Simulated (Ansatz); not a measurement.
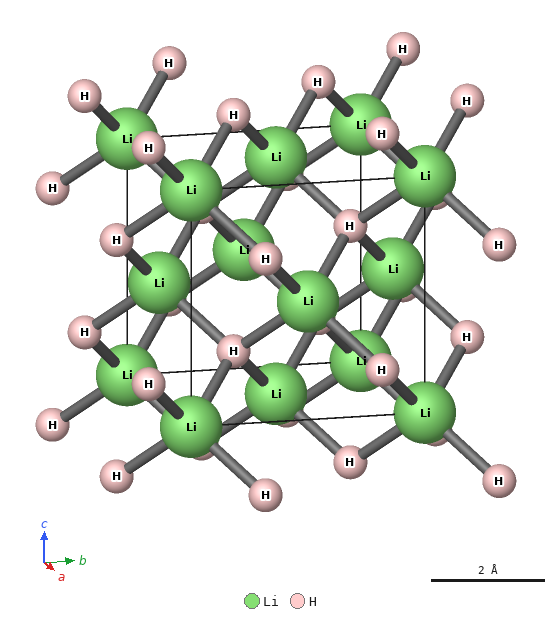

The starting point is solid LiH (built on the zincblende type) at its r2SCAN-relaxed geometry. The picture is a ball-and-stick view of the conventional cell (4 times the calculation's cell), seen slightly off an axis. Lengths and directions refer to the drawn axes.

These are results of DFT, r2SCAN, plane waves, PAW in Ansatz 0.2.0, not measurements. Set-up: plane-wave cutoff 500 eV; k-point mesh 10 × 10 × 10; occupations fixed; no spin polarisation.

Change: The cell is strained by +4.8 % along b and −5.0 % across it (volume −5.4 %). The atoms and the free axis were relaxed with r2SCAN under that strain, and this is a single point on that geometry.

Predict the response.

Answer. Some distances before and after: H–Li 1.858 → 1.828 Å. The space group (tolerance 0.01 Å) goes from F-43m (No. 216) to I-4m2 (No. 119). Energy change: +6.7 meV per atom. The pressure goes from 0.0 to 1.6 GPa. The principal stresses (compression positive) are 0.0 GPa along b and 2.4 GPa across it. All forces vanish by symmetry. The band gap goes from 4.72 to 4.58 eV.

The changed structure in the same view:

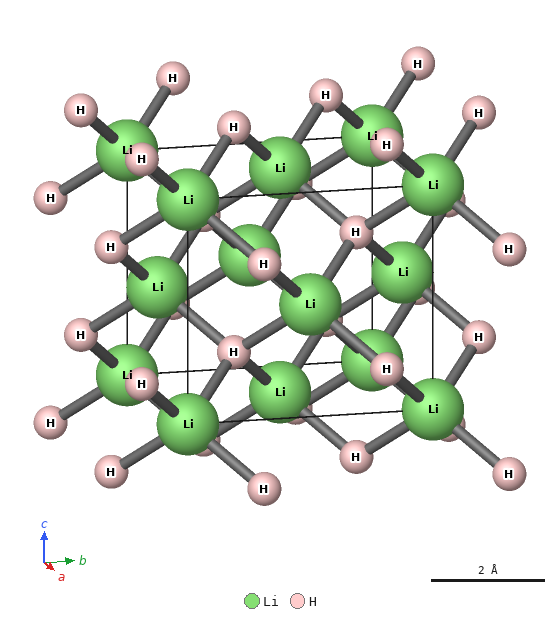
